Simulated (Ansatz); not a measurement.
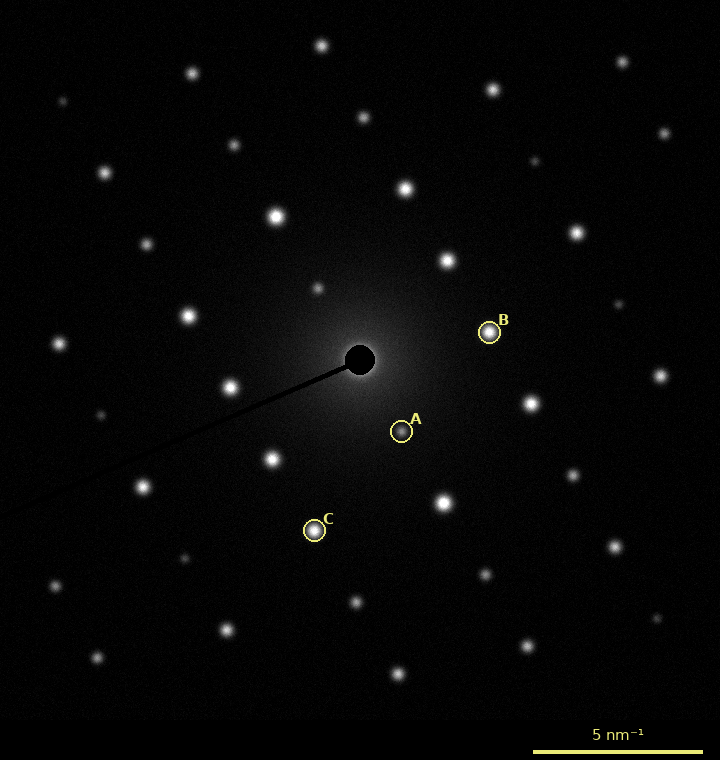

Simulated selected-area electron diffraction pattern (300 kV, kinematic approximation, thin crystal, B = 0.5 Å² for all atoms). The zone axis points towards the electron source and the pattern is seen from the source side.

Crystal: Rh, space group Cmcm (No. 63), a = 2.69 Å, b = 8.14 Å, c = 2.71 Å. Structure: the input geometry of an electronic-structure calculation (not necessarily at equilibrium); the starting structure was generated, so it need not be a known form of this composition.

```json
{"atom": "Rh", "site": "4c", "symmetry": "m2m", "x": "0.0000", "y": "0.6352", "z": "0.2500"}
```

Spot A is indexed 0 -2 0 and spot B 1 -1 0.

Q: Index the other marked spot.

A: C = 2A − B = -1 -3 0 (d = 1.909 Å).

Q: Which zone axis is this?

A: The cross product of A and B is parallel to [001]; every spot obeys hu + kv + lw = 0.
